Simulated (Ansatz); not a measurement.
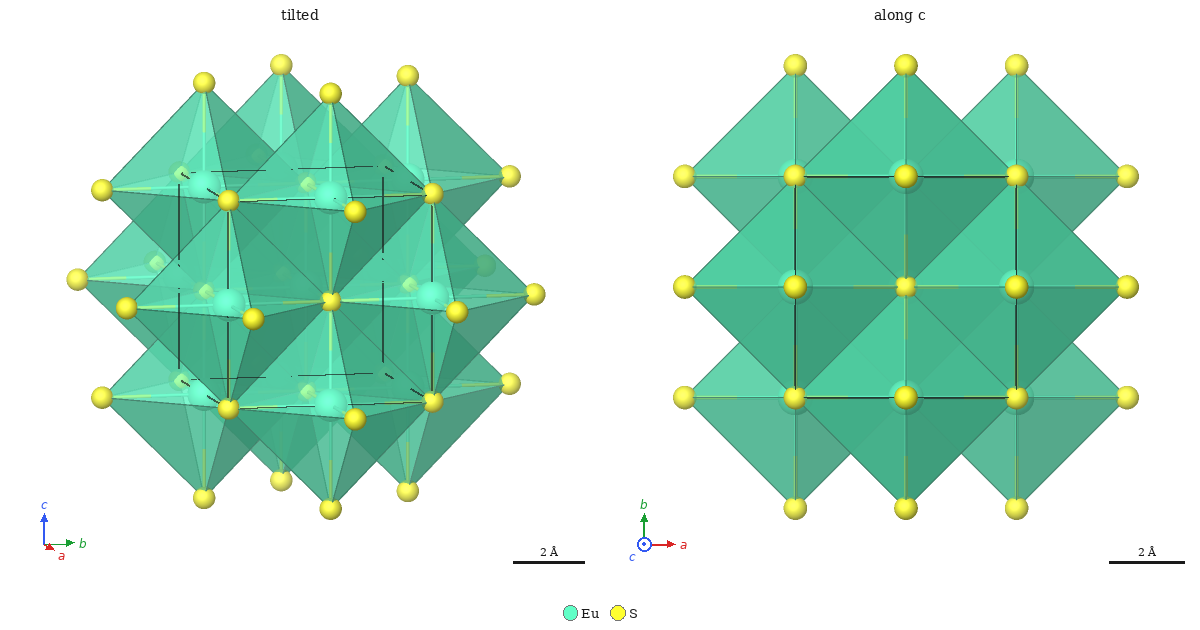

Polyhedral representation of a periodic structure, projected slightly off an axis and along the c axis. The frame is the conventional unit cell; atoms at its boundary are shown with their periodic copies. Some neighbours outside the box are added.

EuS, rock salt (NaCl type), space group Fm-3m (No. 225), a = 5.957 Å, b = 5.957 Å, c = 5.957 Å, α = 90.00°, β = 90.00°, γ = 90.00°. Provenance: a structure type known for this compound. Earlier steps of the study may have refined or changed the cell and positions. A calculation with Ansatz used it as input.

This one geometry was computed with Ansatz (DFT, plane waves, PAW) at three levels of theory: PBEsol+U (U_eff = 6.00 eV on Eu f), PBE+U (U_eff = 6.00 eV on Eu f) and LDA+U (U_eff = 7.00 eV on Eu f).

### Which level gives the highest pressure at this volume, and what does that say about its equilibrium volume?

Highest: PBE+U (U_eff = 6.00 eV on Eu f) (0.8 GPa), which points to the largest equilibrium volume. Lowest, with the smallest volume: LDA+U (U_eff = 7.00 eV on Eu f) (-3.8 GPa). Levels within 0.5 GPa of each other can't be told apart.

### How does the band gap change with the level of theory?

PBEsol+U (U_eff = 6.00 eV on Eu f): a gap of 1.16 eV on the k-mesh; PBE+U (U_eff = 6.00 eV on Eu f): a gap of 1.29 eV on the k-mesh; LDA+U (U_eff = 7.00 eV on Eu f): a gap of 1.31 eV on the k-mesh.

### Collect the results in a table.

| level | cutoff (eV) | k-mesh of the run's cell | gap (eV) | pressure (GPa) | absolute moment (μB/atom) |
| --- | --- | --- | --- | --- | --- |
| PBEsol+U (U_eff = 6.00 eV on Eu f) | 420 | 8×8×4 | 1.16 | -2.0 | 3.54 |
| PBE+U (U_eff = 6.00 eV on Eu f) | 420 | 8×8×4 | 1.29 | 0.8 | 3.54 |
| LDA+U (U_eff = 7.00 eV on Eu f) | 420 | 8×8×4 | 1.31 | -3.8 | 3.54 |

Gaps are taken on the k-mesh or band path of each run.
